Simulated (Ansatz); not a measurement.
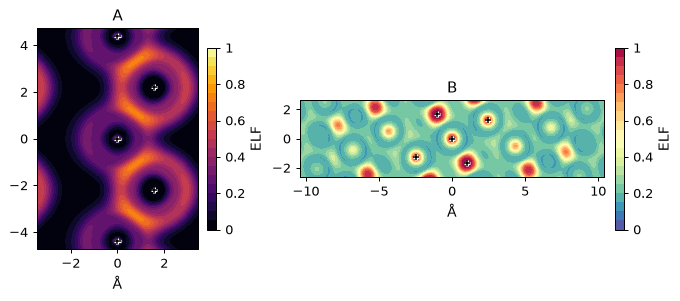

The ELF of 2 systems, each on a plane through atoms (crosses mark nuclei in the plane).

The calculation used DFT PBE, scalar-relativistic, plane waves, PAW (Ansatz 0.2.0).

System 1: Cu3H2, the (111) plane of the conventional cell. Space group R-3m; started from the tetradymite_166 prototype, which need not be the ambient phase; computed without spin polarisation.

```
Cu H
1.0
     2.67273    0.00000    0.00000
    -1.33636    2.31465    0.00000
     0.00000    0.00000   19.98149
Cu H
9 6
Direct
  0.00000 0.00000 0.00000
  0.66667 0.33333 0.33333
  0.33333 0.66667 0.66667
  0.00000 0.00000 0.21852
  0.66667 0.33333 0.55186
  0.33333 0.66667 0.88519
  0.66667 0.33333 0.11481
  0.33333 0.66667 0.44814
  0.00000 0.00000 0.78148
  0.33333 0.66667 0.06042
  0.00000 0.00000 0.39375
  0.66667 0.33333 0.72709
  0.33333 0.66667 0.27291
  0.00000 0.00000 0.60625
  0.66667 0.33333 0.93958
```

System 2: GaSb, the (011) plane of the conventional cell. Space group F-43m.

### Which map belongs to which system?

Panel A is system 2, GaSb: the plane holds Ga and Sb. Ga–Sb (2.69 Å): the ELF peaks at about 0.70 between the atoms. Panel B is system 1, Cu3H2: the plane holds Cu and H. Cu–H (1.96 Å): the ELF climbs to about 1 towards the hydrogen.
